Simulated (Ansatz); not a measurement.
**Ta: geometry relaxation (part 3 of 3)**

Ta (22 atoms in the cell); DFT PBEsol, scalar-relativistic, plane waves, PAW, no spin polarisation (Ansatz 0.2.0); cutoff 420 eV, 1×1×19 k-mesh, Gaussian smearing of 0.05 eV. The structure derives from an entry of the Crystallography Open Database. It belongs to a series of runs on one base structure; here: wire along [1 1 1], 22 atoms a period.

Geometry of the input (Å; fractional positions):
```
19.7000  0.0000  0.0000
0.0000  18.6000  0.0000
0.0000  0.0000  2.8410
Ta 0.3640  0.3753  0.0000
Ta 0.2961  0.2506  0.6667
Ta 0.3640  0.6247  0.0000
Ta 0.2961  0.5000  0.6667
Ta 0.2961  0.7494  0.6667
Ta 0.5680  0.2506  0.0000
Ta 0.5680  0.5000  0.0000
Ta 0.5000  0.3753  0.6667
Ta 0.5680  0.7494  0.0000
Ta 0.5000  0.6247  0.6667
Ta 0.7719  0.3753  0.0000
Ta 0.7039  0.2506  0.6667
Ta 0.7719  0.6247  0.0000
Ta 0.7039  0.5000  0.6667
Ta 0.7039  0.7494  0.6667
Ta 0.2281  0.3753  0.3333
Ta 0.2281  0.6247  0.3333
Ta 0.4320  0.2506  0.3333
Ta 0.4320  0.5000  0.3333
Ta 0.4320  0.7494  0.3333
Ta 0.6360  0.3753  0.3333
Ta 0.6360  0.6247  0.3333
```

### File populations.tsv, continued
```
12	Ta	0_6S	-	0.996411
12	Ta	1_5P	-	5.965324
12	Ta	2_5D	-	4.064021
13	Ta	0_5S	-	1.950709
13	Ta	0_6S	-	0.874649
13	Ta	1_5P	-	5.975989
13	Ta	2_5D	-	4.090778
14	Ta	0_5S	-	1.957526
14	Ta	0_6S	-	0.987826
14	Ta	1_5P	-	5.964662
14	Ta	2_5D	-	4.080699
15	Ta	0_5S	-	1.958393
15	Ta	0_6S	-	0.996411
15	Ta	1_5P	-	5.965324
15	Ta	2_5D	-	4.064021
16	Ta	0_5S	-	1.958393
16	Ta	0_6S	-	0.996411
16	Ta	1_5P	-	5.965324
16	Ta	2_5D	-	4.064021
17	Ta	0_5S	-	1.953789
17	Ta	0_6S	-	0.919237
17	Ta	1_5P	-	5.969006
17	Ta	2_5D	-	4.091693
18	Ta	0_5S	-	1.943321
18	Ta	0_6S	-	0.834155
18	Ta	1_5P	-	5.976062
18	Ta	2_5D	-	4.116185
19	Ta	0_5S	-	1.953789
19	Ta	0_6S	-	0.919237
19	Ta	1_5P	-	5.969006
19	Ta	2_5D	-	4.091693
20	Ta	0_5S	-	1.938616
20	Ta	0_6S	-	0.807181
20	Ta	1_5P	-	5.972652
20	Ta	2_5D	-	4.156274
21	Ta	0_5S	-	1.938616
21	Ta	0_6S	-	0.807181
21	Ta	1_5P	-	5.972652
21	Ta	2_5D	-	4.156274
```

### Trajectory as extended XYZ (Å, eV, eV/Å), 8 frames, from step=1 to step=8
```
22
Lattice="19.7000 0.0000 0.0000 0.0000 18.6000 0.0000 0.0000 0.0000 2.8410" Properties=species:S:1:pos:R:3:forces:R:3 step=1 energy=-215720.04005 pressure_GPa=-4.75
Ta    7.1715    6.9803    0.0000   -0.7240  -0.4497   0.0173
Ta    5.8322    4.6606    1.8940    0.6343   1.6523   0.0917
Ta    7.1715   11.6197    0.0000   -0.7240   0.4497   0.0173
Ta    5.8322    9.3000    1.8940   -0.6077   0.0000   0.4017
Ta    5.8322   13.9394    1.8940    0.6343  -1.6523   0.0917
Ta   11.1893    4.6606    0.0000    0.2402   0.4166   0.1697
Ta   11.1893    9.3000    0.0000    0.0467   0.0000   0.1670
Ta    9.8500    6.9803    1.8940    0.0000  -0.4187   0.0000
Ta   11.1893   13.9394    0.0000    0.2402  -0.4166   0.1697
Ta    9.8500   11.6197    1.8940    0.0000   0.4187   0.0000
Ta   15.2071    6.9803    0.0000   -1.5359  -0.4761   0.2739
Ta   13.8678    4.6606    1.8940   -0.6343   1.6523  -0.0917
Ta   15.2071   11.6197    0.0000   -1.5359   0.4761   0.2739
Ta   13.8678    9.3000    1.8940    0.6077   0.0000  -0.4017
Ta   13.8678   13.9394    1.8940   -0.6343  -1.6523  -0.0917
Ta    4.4929    6.9803    0.9470    1.5359  -0.4761  -0.2739
Ta    4.4929   11.6197    0.9470    1.5359   0.4761  -0.2739
Ta    8.5107    4.6606    0.9470   -0.2402   0.4166  -0.1697
Ta    8.5107    9.3000    0.9470   -0.0467   0.0000  -0.1670
Ta    8.5107   13.9394    0.9470   -0.2402  -0.4166  -0.1697
Ta   12.5285    6.9803    0.9470    0.7240  -0.4497  -0.0173
Ta   12.5285   11.6197    0.9470    0.7240   0.4497  -0.0173
22
Lattice="19.7000 0.0000 0.0000 0.0000 18.6000 0.0000 0.0000 0.0000 2.7385" Properties=species:S:1:pos:R:3:forces:R:3 step=2 energy=-215721.51007 pressure_GPa=1.29
Ta    7.1310    6.9641   -0.0008    1.2566   1.0287  -0.0195
Ta    5.9116    4.8358    1.8392   -0.1787  -0.8781   0.1015
Ta    7.1310   11.6359   -0.0008    1.2566  -1.0287  -0.0195
Ta    5.7675    9.3000    1.8792   -0.2373   0.0000   0.0966
Ta    5.9116   13.7642    1.8392   -0.1787   0.8781   0.1015
Ta   11.2056    4.7095    0.0263   -0.1427  -0.2028   0.0805
Ta   11.2030    9.3000    0.0181    0.0917   0.0000   0.0863
Ta    9.8500    6.9446    1.8257    0.0000   0.1970   0.0000
Ta   11.2056   13.8905    0.0263   -0.1427   0.2028   0.0805
Ta    9.8500   11.6554    1.8257    0.0000  -0.1970   0.0000
Ta   15.0438    6.9376    0.0381    0.7706   0.1867   0.2021
Ta   13.7884    4.8358    1.8122    0.1787  -0.8781  -0.1015
Ta   15.0438   11.6624    0.0381    0.7706  -0.1867   0.2021
Ta   13.9325    9.3000    1.7722    0.2373   0.0000  -0.0966
Ta   13.7884   13.7642    1.8122    0.1787   0.8781  -0.1015
Ta    4.6562    6.9376    0.8747   -0.7706   0.1867  -0.2021
Ta    4.6562   11.6624    0.8747   -0.7706  -0.1867  -0.2021
Ta    8.4944    4.7095    0.8866    0.1427  -0.2028  -0.0805
Ta    8.4970    9.3000    0.8948   -0.0917   0.0000  -0.0863
Ta    8.4944   13.8905    0.8866    0.1427   0.2028  -0.0805
Ta   12.5690    6.9641    0.9136   -1.2566   1.0287   0.0195
Ta   12.5690   11.6359    0.9136   -1.2566  -1.0287   0.0195
22
Lattice="19.7000 0.0000 0.0000 0.0000 18.6000 0.0000 0.0000 0.0000 2.7697" Properties=species:S:1:pos:R:3:forces:R:3 step=3 energy=-215721.80860 pressure_GPa=0.20
Ta    7.2427    7.0832   -0.0628   -0.7720  -0.5319   0.1378
Ta    5.9587    4.8505    1.8383    0.0870   0.1975  -0.0456
Ta    7.2427   11.5168   -0.0628   -0.7720   0.5319   0.1378
Ta    5.6847    9.3000    1.8931    0.2439   0.0000  -0.1038
Ta    5.9587   13.7495    1.8383    0.0870  -0.1975  -0.0456
Ta   11.1862    4.7326    0.1046    0.0519  -0.0702  -0.1953
Ta   11.1945    9.3000   -0.0145   -0.0572   0.0000   0.1766
Ta    9.8500    6.9707    1.8465    0.0000   0.4339   0.0000
Ta   11.1862   13.8674    0.1046    0.0519   0.0702  -0.1953
Ta    9.8500   11.6293    1.8465    0.0000  -0.4339   0.0000
Ta   15.0529    6.9653    0.1768   -0.1501  -0.1692   0.0246
Ta   13.7413    4.8505    1.8546   -0.0870   0.1975   0.0456
Ta   15.0529   11.6347    0.1768   -0.1501   0.1692   0.0246
Ta   14.0153    9.3000    1.7999   -0.2439   0.0000   0.1038
Ta   13.7413   13.7495    1.8546   -0.0870  -0.1975   0.0456
Ta    4.6471    6.9653    0.7464    0.1501  -0.1692  -0.0246
Ta    4.6471   11.6347    0.7464    0.1501   0.1692  -0.0246
Ta    8.5138    4.7326    0.8187   -0.0519  -0.0702   0.1953
Ta    8.5055    9.3000    0.9378    0.0572   0.0000  -0.1766
Ta    8.5138   13.8674    0.8187   -0.0519   0.0702   0.1953
Ta   12.4573    7.0832    0.9860    0.7720  -0.5319  -0.1378
Ta   12.4573   11.5168    0.9860    0.7720   0.5319  -0.1378
22
Lattice="19.7000 0.0000 0.0000 0.0000 18.6000 0.0000 0.0000 0.0000 2.7631" Properties=species:S:1:pos:R:3:forces:R:3 step=4 energy=-215721.97810 pressure_GPa=0.08
Ta    7.1955    7.0354   -0.0441   -0.0368  -0.0036  -0.0142
Ta    5.9573    4.8158    1.8377    0.0140   0.0165  -0.0116
Ta    7.1955   11.5646   -0.0441   -0.0368   0.0036  -0.0142
Ta    5.7138    9.3000    1.8531   -0.0963   0.0000   0.0766
Ta    5.9573   13.7842    1.8377    0.0140  -0.0165  -0.0116
Ta   11.1698    4.7314    0.0431    0.0593  -0.0164   0.0433
Ta   11.2191    9.3000    0.0261   -0.0365   0.0000   0.0345
Ta    9.8500    7.0137    1.8421    0.0000  -0.0137   0.0000
Ta   11.1698   13.8686    0.0431    0.0593   0.0164   0.0433
Ta    9.8500   11.5863    1.8421    0.0000   0.0137   0.0000
Ta   15.0624    6.9162    0.1657   -0.0465   0.0129   0.0021
Ta   13.7427    4.8158    1.8464   -0.0140   0.0165   0.0116
Ta   15.0624   11.6838    0.1657   -0.0465  -0.0129   0.0021
Ta   13.9862    9.3000    1.8310    0.0963   0.0000  -0.0766
Ta   13.7427   13.7842    1.8464   -0.0140  -0.0165   0.0116
Ta    4.6376    6.9162    0.7554    0.0465   0.0129  -0.0021
Ta    4.6376   11.6838    0.7554    0.0465  -0.0129  -0.0021
Ta    8.5302    4.7314    0.8779   -0.0593  -0.0164  -0.0433
Ta    8.4809    9.3000    0.8949    0.0365   0.0000  -0.0345
Ta    8.5302   13.8686    0.8779   -0.0593   0.0164  -0.0433
Ta   12.5045    7.0354    0.9651    0.0368  -0.0036   0.0142
Ta   12.5045   11.5646    0.9651    0.0368   0.0036   0.0142
22
Lattice="19.7000 0.0000 0.0000 0.0000 18.6000 0.0000 0.0000 0.0000 2.7659" Properties=species:S:1:pos:R:3:forces:R:3 step=5 energy=-215721.97793 pressure_GPa=0.09 accepted=F
Ta    7.1877    7.0414   -0.0529    0.0008   0.0174  -0.0364
Ta    5.9554    4.8247    1.8129    0.0030  -0.0187   0.0270
Ta    7.1877   11.5586   -0.0529    0.0008  -0.0174  -0.0364
Ta    5.6842    9.3000    1.8787    0.0401   0.0000  -0.0381
Ta    5.9554   13.7753    1.8129    0.0030   0.0187   0.0270
Ta   11.1819    4.7422    0.0773   -0.0338  -0.0276  -0.0861
Ta   11.2264    9.3000    0.0320   -0.0735   0.0000  -0.0279
Ta    9.8500    7.0187    1.8440    0.0000  -0.0137   0.0000
Ta   11.1819   13.8578    0.0773   -0.0338   0.0276  -0.0861
Ta    9.8500   11.5813    1.8440    0.0000   0.0137   0.0000
Ta   15.0641    6.9259    0.1716    0.0458  -0.0213   0.0088
Ta   13.7446    4.8247    1.8750   -0.0030  -0.0187  -0.0270
Ta   15.0641   11.6741    0.1716    0.0458   0.0213   0.0088
Ta   14.0158    9.3000    1.8092   -0.0401   0.0000   0.0381
Ta   13.7446   13.7753    1.8750   -0.0030   0.0187  -0.0270
Ta    4.6359    6.9259    0.7504   -0.0458  -0.0213  -0.0088
Ta    4.6359   11.6741    0.7504   -0.0458   0.0213  -0.0088
Ta    8.5181    4.7422    0.8447    0.0338  -0.0276   0.0861
Ta    8.4736    9.3000    0.8900    0.0735   0.0000   0.0279
Ta    8.5181   13.8578    0.8447    0.0338   0.0276   0.0861
Ta   12.5123    7.0414    0.9749   -0.0008   0.0174   0.0364
Ta   12.5123   11.5586    0.9749   -0.0008  -0.0174   0.0364
22
Lattice="19.7000 0.0000 0.0000 0.0000 18.6000 0.0000 0.0000 0.0000 2.7661" Properties=species:S:1:pos:R:3:forces:R:3 step=6 energy=-215721.98421 pressure_GPa=-0.00
Ta    7.1931    7.0367   -0.0470   -0.0082   0.0015  -0.0018
Ta    5.9580    4.8175    1.8346    0.0117   0.0079  -0.0075
Ta    7.1931   11.5633   -0.0470   -0.0082  -0.0015  -0.0018
Ta    5.7006    9.3000    1.8682   -0.0129   0.0000   0.0146
Ta    5.9580   13.7825    1.8346    0.0117  -0.0079  -0.0075
Ta   11.1748    4.7305    0.0521    0.0154   0.0039   0.0109
Ta   11.2180    9.3000    0.0286    0.0049   0.0000  -0.0056
Ta    9.8500    7.0117    1.8441    0.0000  -0.0012   0.0000
Ta   11.1748   13.8695    0.0521    0.0154  -0.0039   0.0109
Ta    9.8500   11.5883    1.8441    0.0000   0.0012   0.0000
Ta   15.0605    6.9179    0.1655   -0.0064   0.0086   0.0033
Ta   13.7420    4.8175    1.8536   -0.0117   0.0079   0.0075
Ta   15.0605   11.6821    0.1655   -0.0064  -0.0086   0.0033
Ta   13.9994    9.3000    1.8200    0.0129   0.0000  -0.0146
Ta   13.7420   13.7825    1.8536   -0.0117  -0.0079   0.0075
Ta    4.6395    6.9179    0.7565    0.0064   0.0086  -0.0033
Ta    4.6395   11.6821    0.7565    0.0064  -0.0086  -0.0033
Ta    8.5252    4.7305    0.8700   -0.0154   0.0039  -0.0109
Ta    8.4820    9.3000    0.8935   -0.0049   0.0000   0.0056
Ta    8.5252   13.8695    0.8700   -0.0154  -0.0039  -0.0109
Ta   12.5069    7.0367    0.9691    0.0082   0.0015   0.0018
Ta   12.5069   11.5633    0.9691    0.0082  -0.0015   0.0018
22
Lattice="19.7000 0.0000 0.0000 0.0000 18.6000 0.0000 0.0000 0.0000 2.7676" Properties=species:S:1:pos:R:3:forces:R:3 step=7 energy=-215721.98441 pressure_GPa=0.01
Ta    7.1907    7.0407   -0.0533    0.0000  -0.0022  -0.0121
Ta    5.9586    4.8233    1.8217   -0.0027  -0.0095   0.0091
Ta    7.1907   11.5593   -0.0533    0.0000   0.0022  -0.0121
Ta    5.6945    9.3000    1.8638   -0.0033   0.0000   0.0085
Ta    5.9586   13.7767    1.8217   -0.0027   0.0095   0.0091
Ta   11.1764    4.7363    0.0592    0.0006  -0.0007  -0.0050
Ta   11.2194    9.3000    0.0304    0.0007   0.0000  -0.0056
Ta    9.8500    7.0148    1.8451    0.0000  -0.0044   0.0000
Ta   11.1764   13.8637    0.0592    0.0006   0.0007  -0.0050
Ta    9.8500   11.5852    1.8451    0.0000   0.0044   0.0000
Ta   15.0638    6.9215    0.1778   -0.0088   0.0008  -0.0067
Ta   13.7414    4.8233    1.8684    0.0027  -0.0095  -0.0091
Ta   15.0638   11.6785    0.1778   -0.0088  -0.0008  -0.0067
Ta   14.0055    9.3000    1.8264    0.0033   0.0000  -0.0085
Ta   13.7414   13.7767    1.8684    0.0027   0.0095  -0.0091
Ta    4.6362    6.9215    0.7448    0.0088   0.0008   0.0067
Ta    4.6362   11.6785    0.7448    0.0088  -0.0008   0.0067
Ta    8.5236    4.7363    0.8633   -0.0006  -0.0007   0.0050
Ta    8.4806    9.3000    0.8922   -0.0007   0.0000   0.0056
Ta    8.5236   13.8637    0.8633   -0.0006   0.0007   0.0050
Ta   12.5093    7.0407    0.9759    0.0000  -0.0022   0.0121
Ta   12.5093   11.5593    0.9759    0.0000   0.0022   0.0121
22
Lattice="19.7000 0.0000 0.0000 0.0000 18.6000 0.0000 0.0000 0.0000 2.7676" Properties=species:S:1:pos:R:3:forces:R:3 step=8 energy=-215721.98185 pressure_GPa=0.01
Ta    7.1907    7.0407   -0.0533    0.0000  -0.0021  -0.0121
Ta    5.9586    4.8233    1.8217   -0.0028  -0.0096   0.0091
Ta    7.1907   11.5593   -0.0533    0.0000   0.0021  -0.0121
Ta    5.6945    9.3000    1.8638   -0.0033   0.0000   0.0085
Ta    5.9586   13.7767    1.8217   -0.0028   0.0096   0.0091
Ta   11.1764    4.7363    0.0592    0.0006  -0.0008  -0.0050
Ta   11.2194    9.3000    0.0304    0.0007   0.0000  -0.0056
Ta    9.8500    7.0148    1.8451    0.0000  -0.0044   0.0000
Ta   11.1764   13.8637    0.0592    0.0006   0.0008  -0.0050
Ta    9.8500   11.5852    1.8451    0.0000   0.0044   0.0000
Ta   15.0638    6.9215    0.1778   -0.0087   0.0008  -0.0066
Ta   13.7414    4.8233    1.8684    0.0028  -0.0096  -0.0091
Ta   15.0638   11.6785    0.1778   -0.0087  -0.0008  -0.0066
Ta   14.0055    9.3000    1.8264    0.0033   0.0000  -0.0085
Ta   13.7414   13.7767    1.8684    0.0028   0.0096  -0.0091
Ta    4.6362    6.9215    0.7448    0.0087   0.0008   0.0066
Ta    4.6362   11.6785    0.7448    0.0087  -0.0008   0.0066
Ta    8.5236    4.7363    0.8633   -0.0006  -0.0008   0.0050
Ta    8.4806    9.3000    0.8922   -0.0007   0.0000   0.0056
Ta    8.5236   13.8637    0.8633   -0.0006   0.0008   0.0050
Ta   12.5093    7.0407    0.9759    0.0000  -0.0021   0.0121
Ta   12.5093   11.5593    0.9759    0.0000   0.0021   0.0121
```

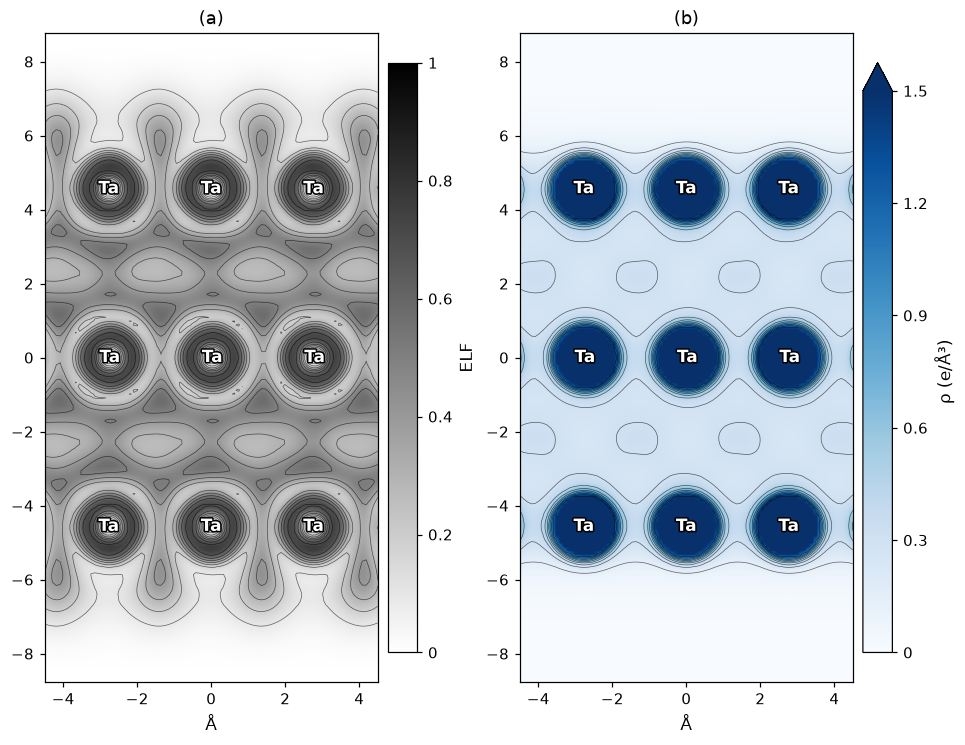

(a) ELF; (b) valence pseudo-density on the (100) plane of the calculation cell, a cut from vacuum to vacuum. Atoms in the plane: Ta. Ta–Ta (2.77 Å): the density is about 0.37 e/Å³ at the midpoint; the ELF is about 0.35 at the midpoint (no shared electron pair). The density dies away to nearly zero in the vacuum. The strong features right at Ta lie inside the PAW spheres (semicore, d or f shells) and say nothing about bonding. In a PAW calculation such maps are meaningful between the atoms, not at the nuclei.

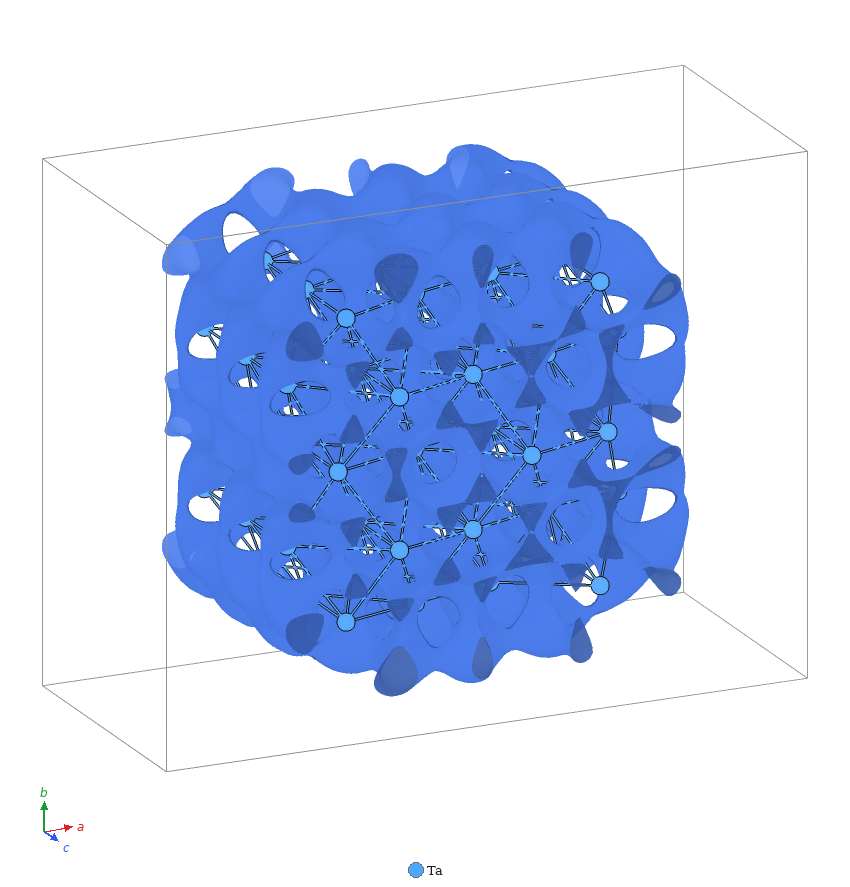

Isosurface of the ELF at 0.4 (blue), seen from the side, at a tilt. Only the valence region is drawn (cores and ρ < 0.01 e/Å³ removed). Sticks mark near contacts. The ELF exceeds this value in channels that run through the cell in one direction, counted in one cell of 22 atoms. Along the contacts the grid gives the following.

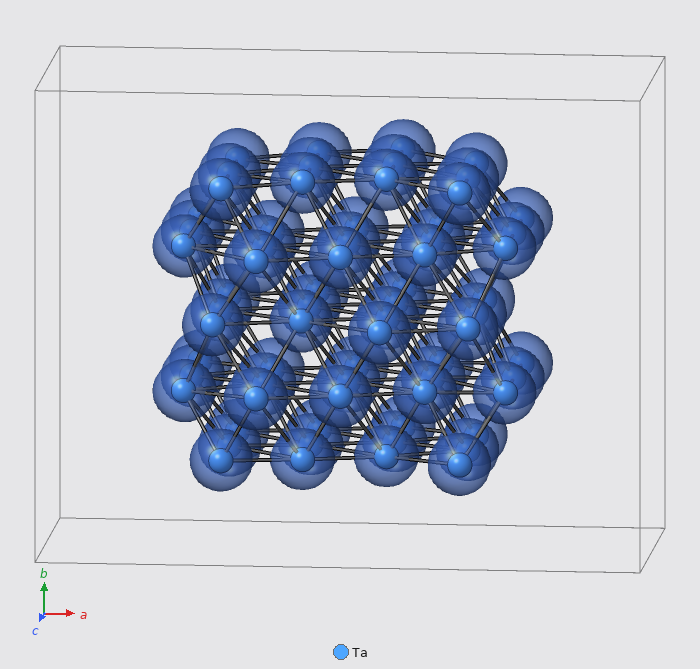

Isosurface of the valence charge density (pseudo) at 0.6 e/Å³ (blue), seen from the side, at a tilt. Sticks mark near contacts. At this value the density breaks into separate islands; it holds about 70 % of the electrons treated as valence (semicore included). It is pinched off along the Ta–Ta (2.68 Å), Ta–Ta (2.74 Å), Ta–Ta (2.80 Å) and Ta–Ta (2.84 Å) contacts. On the grid the lowest density along these lines, outside the cores, is 0.44 e/Å³ (Ta–Ta, 2.68 Å), 0.39 e/Å³ (Ta–Ta, 2.74 Å), 0.33 e/Å³ (Ta–Ta, 2.80 Å) and 0.31 e/Å³ (Ta–Ta, 2.84 Å).
